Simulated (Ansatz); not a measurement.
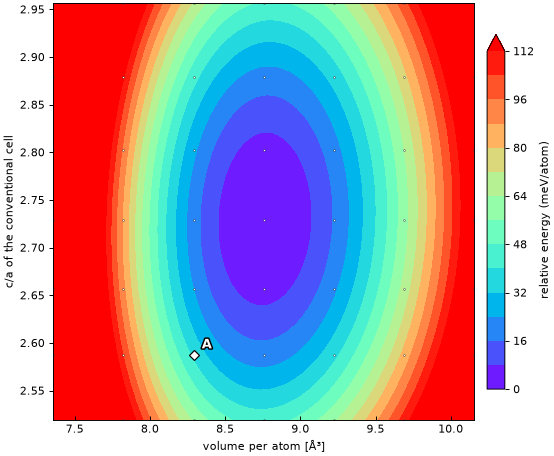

Al2O3 (R-3c, No. 167; 10 atoms in the cell). The energy is mapped over volume and the cell's shape. First axis: volume per atom. Second axis: c/a of the conventional cell. Nothing is relaxed (fractional coordinates fixed). The grid has 7 × 7 points. Points are written as (first, second). All energies are given in meV/atom relative to the lowest grid point. Theory: DFT PBE, scalar-relativistic, plane waves, PAW in Ansatz. Settings: cutoff 520 eV, k-mesh 6×6×6, gaussian smearing 0.05 eV, no spin polarisation.

In the figure: filled contours, dots at the grid points, one colour for all values above the top of the scale, the point A. Between grid points the surface is interpolated.

Which way does the force act at A, and how strong is it?

Answer. A, at (8.29 Å³, 2.587), is not a stationary point. The computed force is 85 meV/atom for each Å³ towards larger values of volume per atom and 280 meV/atom for each unit towards larger values of c/a of the conventional cell.

PAW datasets: the set soft_1.
